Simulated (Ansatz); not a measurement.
# Where Bi_Cl puts its levels in the gap of SrCl2 (Fm-3m)

Aim: at which Fermi levels does Bi_Cl in SrCl2 (Fm-3m) change its charge? The model is a cell of 48 host atoms with 1 Cl taken out and 1 Bi put in.

Program: Ansatz 0.2.0. Level of theory: place-levels on PBE runs: charge-transition levels and formation energies with image-charge correction and potential alignment at the atomic sites. Results are calculated unless marked as measured.

## Step 1: The structure

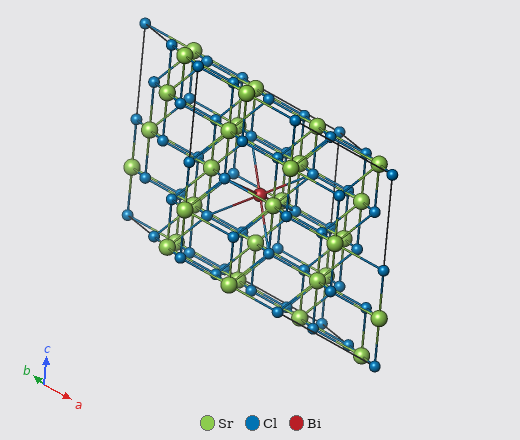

Start, viewed slightly off an axis; strontium green, chlorine blue, bismuth red. Some periodic images of atoms are drawn too.

The cell holds 48 atoms: 16 Sr, 31 Cl and 1 Bi. Cell: a = 12.192 Å, b = 12.192 Å, c = 12.192 Å, α = 109.5°, β = 109.5°, γ = 109.5°. It derives from SrCl2 (space group Fm-3m). Nearest the centre at fractional (0.500, 0.500, 0.250): Bi27 at 0.00 Å, Sr10 at 3.05 Å, Sr7 at 3.05 Å, Sr16 at 3.05 Å, Sr11 at 3.05 Å, Cl42 at 3.52 Å, Cl38 at 3.52 Å, Cl39 at 3.52 Å.

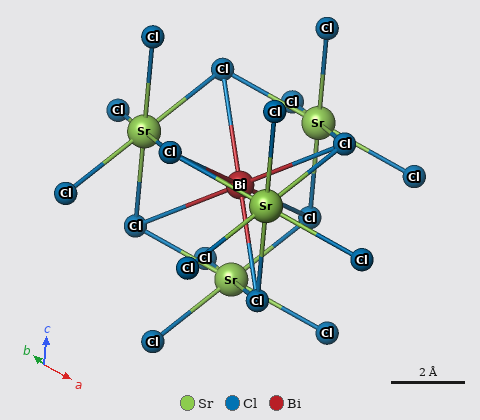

The atoms within 5 Å of the centre.

Screening for the image-charge correction: ε∞ = 2.88, ε0 = 8.52, computed on the host (DFPT, PBE).

The cell's shortest repeat is 12.2 Å.

## Step 2: Charge states

Levels follow from differences of total energies between charge states, each relaxed by itself.

Random displacements of about 0.05 Å break the site symmetry at the start, so that the relaxation can reach a distorted minimum if there is one. Forces are taken at the zone centre alone. The cell holds 2 electrons more than the neutral one, with a uniform background that keeps it neutral on the whole.

One state's input; the others differ in charge, spin, start and seed, and in occupations where the table says so.

qm2.relax/input.yaml

```yaml
crystal:
  lattice:
    - [-7.03877267, 7.03877267, 7.03877267]
    - [7.03877267, -7.03877267, 7.03877267]
    - [7.03877267, 7.03877267, -7.03877267]
  atoms:
    - { symbol: Sr, position: [0.0, 0.0, 0.0] }
    - { symbol: Sr, position: [0.0, 0.25, 0.75] }
[... 4 atom lines left out ...]
    - { symbol: Sr, position: [0.25, 0.5, 0.25] }
[... 2 atom lines left out ...]
    - { symbol: Sr, position: [0.5, 0.25, 0.25] }
    - { symbol: Sr, position: [0.5, 0.5, 0.0] }
[... 4 atom lines left out ...]
    - { symbol: Sr, position: [0.75, 0.75, 0.5] }
[... 1 atom line left out ...]
    - { symbol: Cl, position: [0.0, 0.25, 0.0] }
[... 1 atom line left out ...]
    - { symbol: Cl, position: [0.0, 0.75, 0.5] }
    - { symbol: Cl, position: [0.25, 0.0, 0.0] }
    - { symbol: Cl, position: [0.25, 0.25, 0.75] }
    - { symbol: Cl, position: [0.25, 0.5, 0.5] }
    - { symbol: Cl, position: [0.25, 0.75, 0.25] }
[... 1 atom line left out ...]
    - { symbol: Cl, position: [0.5, 0.25, 0.5] }
    - { symbol: Cl, position: [0.5, 0.5, 0.25] }
[... 1 atom line left out ...]
    - { symbol: Cl, position: [0.75, 0.0, 0.5] }
    - { symbol: Cl, position: [0.75, 0.25, 0.25] }
[... 7 atom lines left out ...]
    - { symbol: Cl, position: [0.25, 0.25, 0.25] }
    - { symbol: Cl, position: [0.25, 0.5, 0.0] }
[... 2 atom lines left out ...]
    - { symbol: Cl, position: [0.5, 0.25, 0.0] }
[... 1 atom line left out ...]
    - { symbol: Cl, position: [0.5, 0.75, 0.5] }
[... 2 atom lines left out ...]
    - { symbol: Cl, position: [0.75, 0.5, 0.5] }
    - { symbol: Cl, position: [0.75, 0.75, 0.25] }
  supercell: [1, 1, 1]
  defects: [{ substitution: { at: 26, symbol: Bi } }]
total_charge: -2
basis:
  ecutwfc: 420
  xc_grid: 2
hamiltonian:
  xc: pbe
kpoints:
  mp_grid: { grid: [1, 1, 1] }
scf:
  occupations: { method: fixed }
  max_iter: 100
output:
  forces: true
  charged_corrections: { epsilon: 2.88, static_epsilon: 8.52 }
relax:
  f_tol: 0.02
  max_steps: 80
  random_displacement: { amplitude: 0.05, seed: 3160 }
checkpoint:
  write: "../qm2.relax.run"
  compress: false
  write_wavefunctions: true
  write_every: 100000
```

Launch:

```bash
> ansatz run input.yaml --threads 4 --pin off --max-ram 6594MiB --backend cpu --events-out ev --progress --plain --runs-dir out
```

The run of this state that the levels use, under PBE:

qm2.point/input.yaml

```yaml
crystal:
  checkpoint: "../qm2.relax.run"
  host: checkpoint
total_charge: -2
basis:
  ecutwfc: 420
  xc_grid: 2
hamiltonian:
  xc: pbe
kpoints:
  mp_grid: { grid: [1, 1, 1] }
scf:
  occupations: { method: fermi_dirac, width: 0.01 }
  max_iter: 100
output:
  forces: true
  eigenvalues: true
  charged_corrections:
    epsilon: 2.88
    static_epsilon: 8.52
    defect_position: [0.5, 0.5, 0.25]
  eigenstates: { localisation: true }
  populations: true
  band_densities: [{ bands: [v1, v1] }, { bands: [c1, c1] }]
  write_density: true
  write_potential: true
  volumetric_format: npy
checkpoint:
  read: "../qm2.relax.run"
  write: "../qm2.point.run"
  compress: false
  write_wavefunctions: false
  write_every: 100000
```

Relaxations under PBE at the zone centre alone; times on 4 threads of Arm Neoverse V2, shared host:

```
charge  moment (μB)  occupations        outcome  steps  largest displacement against the far atoms (Å)     time
    −2            0        fixed      converged      4                                            0.24     29 s
    −1            1        fixed      converged      8                                            0.22  2.1 min
     0            0        fixed  not converged      -                                               -     37 s
     0            0  fermi-dirac      converged     11                                            0.54  2.4 min
     0            2        fixed      converged      8                                            0.30  2.8 min
```

Single points under PBE at the zone centre alone; times on 4 threads of Arm Neoverse V2, shared host:

```
charge  moment (μB)  occupations    outcome   time
    −2            0  fermi-dirac  converged  6.8 s
    −1            1  fermi-dirac  converged   17 s
     0            0  fermi-dirac  converged  6.8 s
     0            2  fermi-dirac  converged   20 s
```

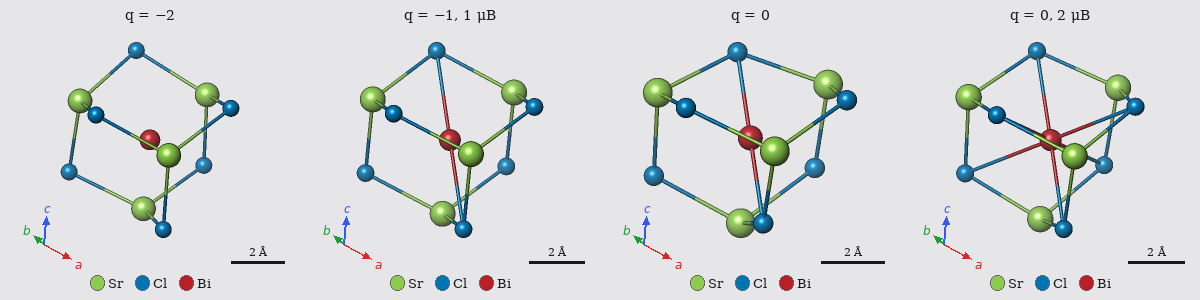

The structures near the centre after relaxation with PBE, by charge.

Distances (Å) from Bi27 to the nearest atoms after relaxation with PBE:

```
charge  moment (μB)       1.       2.       3.       4.       5.       6.
    −2            0  Sr 3.06  Sr 3.06  Sr 3.06  Sr 3.06  Cl 3.76  Cl 3.76
    −1            1  Sr 3.18  Sr 3.18  Sr 3.18  Sr 3.18  Cl 3.57  Cl 3.57
     0            0  Cl 2.98  Cl 2.99  Sr 3.27  Sr 3.27  Sr 3.27  Sr 3.27
     0            2  Sr 3.31  Sr 3.32  Sr 3.33  Sr 3.33  Cl 3.49  Cl 3.50
```

## Step 3: Levels against the band edges, PBE

A charged cell interacts with its images and the background, and its potential has another zero than the host's. place-levels removes the first by a point-charge model, screened by the static dielectric constant since the ions have relaxed around the charge, and the second by comparing potentials at atoms far from the defect.

The host is a run of the defect-free crystal in the same cutoffs, grids and k-points, so that basis and sampling errors cancel in part in the differences.

levels.point.yaml

```yaml
host:
  run: host.point.run
states: [qm2.point.run, qm1_M1.point.run, q0.point.run, q0_M2.point.run]
geometry_from:
  qm2.point.run: qm2.relax.run
  qm1_M1.point.run: qm1_M1.relax.run
  q0.point.run: q0.relax_smeared.run
  q0_M2.point.run: q0_M2.relax.run
```

Launch:

```bash
> ansatz place-levels levels.point.yaml -- --threads 4 --pin off --max-ram 6594MiB
```

Numbers of over 12 decimals in the logs are rounded to 6 here.

Output:

```text
[... repeated set-up lines and file paths are left out, and long positions are rounded to six places ...]
(0/-1) 3.535 eV above the valence edge, 1.703 eV under the conduction edge
(-1/-2) 4.307 eV above the valence edge, 0.931 eV under the conduction edge
  edges by pbe, gap 5.238 eV; the host is sampled to repeats of 12.19 Å
  the defect's cells are sampled to repeats of 12.19 Å, like sampling
  charge 0: +0.000 eV for its dipole among its images, +0.000 omitted
  charge -1: -102676.2864 eV with its correction of +0.084 eV, at epsilon 8.52, aligned at sites: +0.1349 eV, mean over 13 atomic sites at or beyond 6.10 Å from the defect at [0.5000, 0.5000, 0.2500], with +0.000000 for the charge's moments and without [...]
  charge -2: -102669.1223 eV with its correction of +0.592 eV, at epsilon 8.52, aligned at sites: +0.1410 eV, mean over 13 atomic sites at or beyond 6.10 Å from the defect at [0.5000, 0.5000, 0.2500], with +0.000000 for the charge's moments and without [...]
  charge 0: states[2] (q0.point.run) stands 0.163 eV higher, with a moment of 0.00 μB against 2.00
  of the host: its band edges are its mesh's, and a band can turn off it. A run with kpoints.band_path: { path: [VBM, CBM], npoints: 1 } finds the zone's; [...]
  of states[3] (q0_M2.point.run): its only k-point is the zone centre, where a defect's energies can be off by tenths of an eV or more: see "From the zone centre to a mesh" in the quickstart; [...]
  of states[1] (qm1_M1.point.run): how wide its charge is, is not read beside other atoms or cores, and a band state would take no correction. [...]
  of states[0] (qm2.point.run): how wide its charge is, is not read beside other atoms or cores, and a band state would take no correction. [...]
  of states[2] (q0.point.run): its only k-point is the zone centre, where a defect's energies can be off by tenths of an eV or more: see "From the zone centre to a mesh" in the quickstart; [...]
```

It took 0.24 s on 4 threads of Arm Neoverse V2, shared host.

Levels between the charges placed, in eV above the valence top:

```
     gap (eV)  (0/−1)  (−1/−2)
PBE      5.24    3.54     4.31
```

Corrections by state:

```
charge  moment (μB)  image terms and alignment (eV)  band filling (eV)  ε used  over the lowest of its charge, as the program ranks them, band filling apart (eV)
     0          2.0                           0.000                  -       -                                                                              0.000
    −1          1.0                           0.084                  -    8.52                                                                              0.000
    −2          0.0                           0.592                  -    8.52                                                                              0.000
     0          0.0                           0.000                  -       -                                                                              0.163
```

From the program's caveats on the states, each cut to its opening words:

- charge 0 (2 μB), −1 (1 μB), −2, 0: its only k-point is the zone centre, where a defect's energies can be off by tenths of an eV or more
- charge 0 (2 μB): its alignment with the host at atomic sites is doubtful: the mean over the far sites moves by -0.1421 eV from their farther parts to their nearer, more than [...]
- charge 0 (2 μB), −1 (1 μB): flagged: stability check not made
- charge −1 (1 μB), −2: how wide its charge is, is not read beside other atoms or cores, and a band state would take no correction
- charge −2: its alignment with the host at atomic sites is doubtful: the mean over the far sites moves by +0.0761 eV from their farther parts to their nearer, more than [...]
- charge 0: its alignment with the host at atomic sites is doubtful: the mean over the far sites moves by -0.0988 eV from their farther parts to their nearer, more than [...]

The charge transition levels (eV, zero at the valence-band top of the host):

```
       conduction bottom  valence top
Bi_Cl               5.24         0.00
```

```
         level  energy (eV)
Bi_Cl   (0/−1)         3.54
Bi_Cl  (−1/−2)         4.31
```

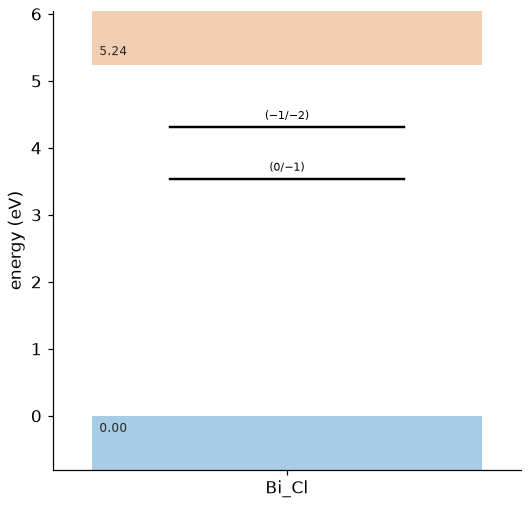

Charge transition levels. Shaded: valence and conduction bands.

## Step 4: Results

* gap of the host: 5.24 eV (PBE)
* level (0/minus 1): 3.54 eV above the valence top
* level (minus 1/minus 2): 4.31 eV above the valence top
* lowest of the charges placed, just above the valence top (0.02 eV): 0
* lowest of the charges placed, just below the conduction bottom (0.02 eV): −2

**Reading.** Of the charges placed (−2, −1 and 0), the lowest changes at 3.54 eV (0/−1) and 4.31 eV (−1/−2) above the valence top, in a gap of 5.24 eV. Charges above 0 and below −2 were not placed, so these runs say nothing of levels that involve them. States placed: 0 at 2 μB and 0 μB; −1 at 1 μB; −2 at 0 μB. Other spin states or structures, where not listed, weren't placed. The host's edges are those of its k-mesh, which holds the zone centre of the supercell; an edge off that mesh would narrow the gap. The program doubts the alignment of potentials for at least one state, a sign that the cell is small. What this leaves open: sampling at the zone centre alone can move energies of charged and open-shell states by tenths of an eV or more in cells of this size; PBE makes the gap too small and tends to spread out bound carriers; spin–orbit coupling, which can matter with heavy atoms, is left out.

[Logs are printed without paths, hosts, clocks, repeated set-up lines and the standing remarks that a program may print on its own settings, such as how far it seeks lower states.]

[Hosts, paths, dates, database ids (printed as entryN), source tags and the programs' standing remarks are cut or masked in the printed files.]

[Where a table of states has a column of steps, it counts the stored structures, which are thinned; the runs took as many ionic steps or more.]

[A defect's name tells the site on which it was built; relaxed atoms can leave that site.]

[For some hosts the program warned that the k-mesh of the response run may be too coarse for force constants and the static dielectric constant; such warnings are not shown here.]
